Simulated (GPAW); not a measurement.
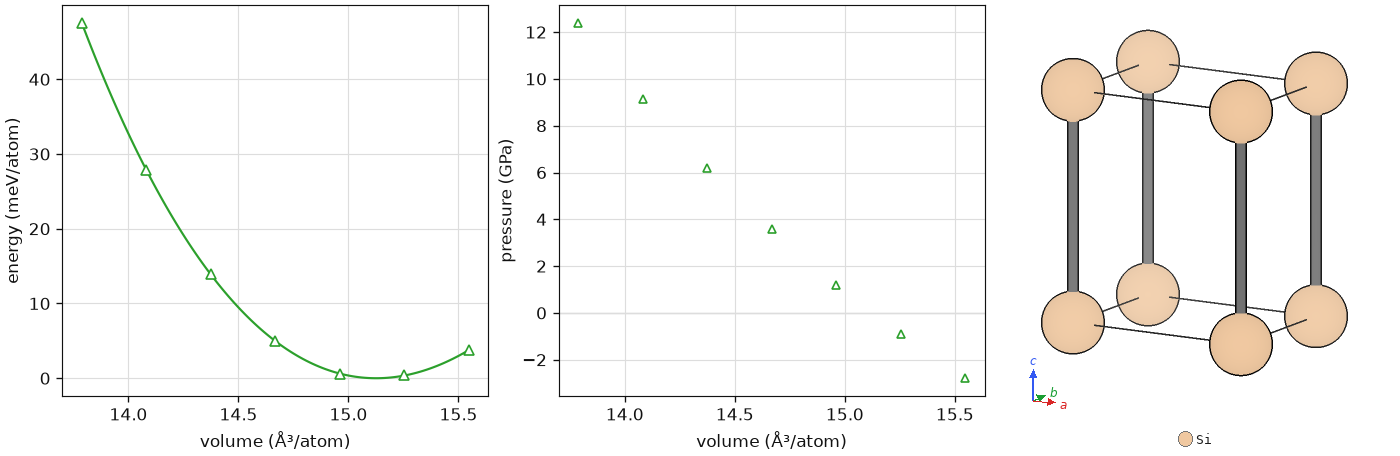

The plot gives the computed energy and pressure against volume for Si, space group P6/mmm (No. 191). The conventional cell is drawn beside the plot.

Cell as given: a = 2.621 Å, b = 2.621 Å, c = 2.466 Å, α = 90.00°, β = 90.00°, γ = 120.00°; 1 atom.

How it was computed, with GPAW 26.7.0: PAW DFT in plane waves, on a grid or in atomic orbitals, no spin polarisation; energies at scaled volumes of the given cell, shape and fractions fixed, counted from the fit's minimum, third-order Birch-Murnaghan fit. Level: PBE.

k mesh 12×12×11; occupations Fermi–Dirac; smearing width 0.05 eV; potentials GPAW PAW data sets (gpaw data 1.2.1); wave cutoff 600 eV; program settings basis pw.

> Give the fitted equation-of-state parameters.

A third-order Birch–Murnaghan fit gives V0 = 15.13 Å³/atom, B0 = 108 GPa and B′ = 4.6.

> What does the pressure do across the range?

It falls from 12.40 GPa at volume 13.79 Å³/atom to −2.79 GPa at 15.55 Å³/atom, and changes sign near 15.13 Å³/atom.

Caveats: shape and atomic fractions are frozen while scaling, which makes layered, chain and framework solids too stiff.

The computed values:

| volume (Å³/atom) | energy (meV/atom) | pressure (GPa) |
| --- | --- | --- |
| 13.79 | 47.55 | 12.40 |
| 14.08 | 27.88 | 9.13 |
| 14.37 | 13.88 | 6.20 |
| 14.67 | 4.96 | 3.57 |
| 14.96 | 0.62 | 1.21 |
| 15.25 | 0.37 | −0.91 |
| 15.55 | 3.77 | −2.79 |
